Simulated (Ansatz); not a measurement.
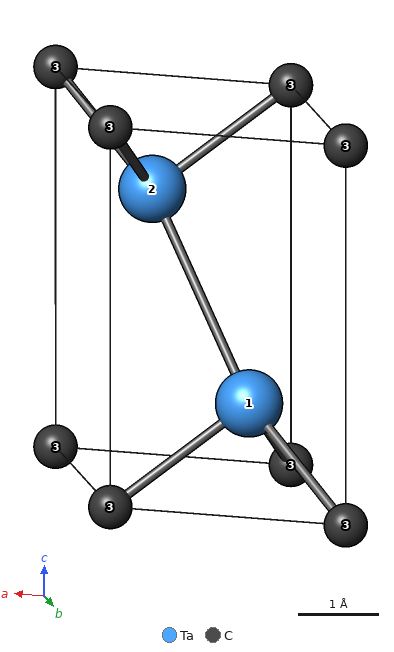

The starting point is a symmetric starting cell of Ta2C. The picture is a ball-and-stick view of the cell of the calculation, seen from a free direction.

Computed with DFT LDA, scalar-relativistic, plane waves, PAW in Ansatz 0.2.0. (plane-wave cutoff 420 eV; k-point mesh 15 × 15 × 8; occupations gaussian; smearing width 0.1 eV; no spin polarisation)

Now this is done to it. All lengths are scaled by +4.1 % (volume +12.7 %), the atoms keeping their fractional coordinates. No relaxation follows. The starting cell wasn't computed here and needn't be at equilibrium, so pressure and forces aren't due to the change alone.

Question: What does the calculation give for the changed structure?

Answer: The pressure is −33.0 GPa (not all of it need come from the change, since the unchanged cell can be under pressure at this level too). The principal stresses (compression positive) are −34.1 GPa along c and −32.5 GPa across it. The largest forces, 0.96 eV/Å, act on Ta1 and Ta2; on Ta1 it points along −c. Near-neighbour distances before and after: Ta–Ta 3.106 → 3.232 Å, Ta–Ta 3.071 → 3.196 Å, Ta–Ta 3.039 → 3.162 Å, C–Ta 2.184 → 2.273 Å. The space group stays P-3m1 (No. 164).

Drawn alike, the variant:

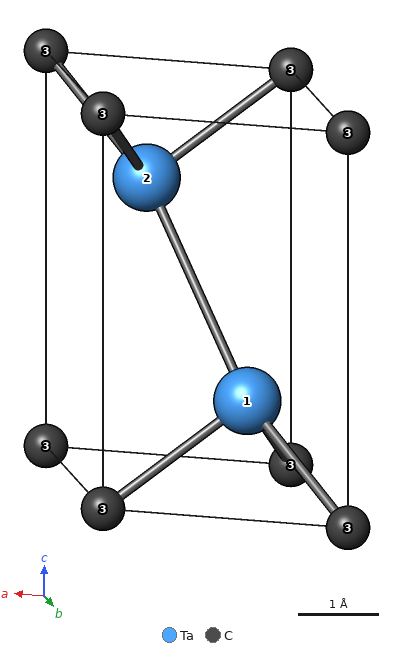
